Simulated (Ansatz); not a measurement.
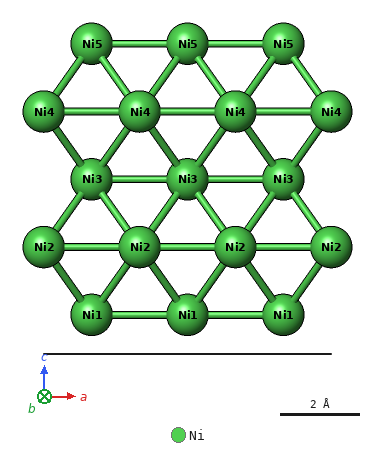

A slab of composition Ni (cut from the Fm-3m phase), before the constrained relaxation. Style: ball-and-stick. Shown: the 3 × 3 repeat of the cell, outlined in the plane, without the vacuum, along the b axis.

Case: clean slab, lower half held. The slab is the (1 0 0) face of Ni. 2 atoms are held fixed.

Theory: Ansatz 0.2.0, DFT PBEsol, scalar-relativistic, plane waves, PAW.

Input file:
```yaml
crystal:
  lattice:
    - [2.4488173384, 0.0, 0.0]
    - [0.0, 2.4488173384, 0.0]
    - [0.0, 0.0, 23.9263013834]
  atoms:
    - { symbol: Ni, position: [0.5, 0.5, 0.355257583], spin: 0.73 }
    - { symbol: Ni, position: [0.0, 0.0, 0.4276287915], spin: 0.73 }
    - { symbol: Ni, position: [0.5, 0.5, 0.5], spin: 0.73 }
    - { symbol: Ni, position: [0.0, 0.0, 0.5723712085], spin: 0.73 }
    - { symbol: Ni, position: [0.5, 0.5, 0.644742417], spin: 0.73 }
basis:
  ecutwfc: 420
kpoints:
  mp_grid: { grid: [12, 12, 1] }
hamiltonian:
  xc: pbesol
scf:
  occupations: { method: gaussian, width: 0.1 }
output:
  forces: true
  eigenvalues: true
  populations: true
  write_density: true
  write_potential: true
  elf: true
  volumetric_format: npy
magnetization:
  spin_polarized: true
relax:
  adjacent_minimum: "off"
  f_tol: 0.03
  max_steps: 70
  constraints: [{ sites: [0, 1] }]
efield:
  axis: 3
  dipole_correction: true
  ramp_width: 0.04
```

Command:
```bash
ansatz run input.yaml --threads 2 --pin off --max-ram 5120MiB --backend cpu --events-out ev --progress --plain --runs-dir out
```

Question: Predict the outcome.

Answer: The largest move is that of Ni5, 0.040 Å along the normal (−c). The lattice vectors keep their values. Near-neighbour distances that change, for instance: Ni4–Ni5 2.449 → 2.403 Å, Ni2–Ni3 2.449 → 2.455 Å. Over 2 accepted moves (3 points after the start) the energy falls by 12.7 meV per cell of the calculation. Largest force component: 0.43 eV/Å at the start, 0.02 eV/Å at the end. 1 step only repeated the SCF at the same geometry. Cost: 2.1 min on 2 threads of Arm Neoverse V2, with other jobs on the host, peak memory 0.61 GiB.
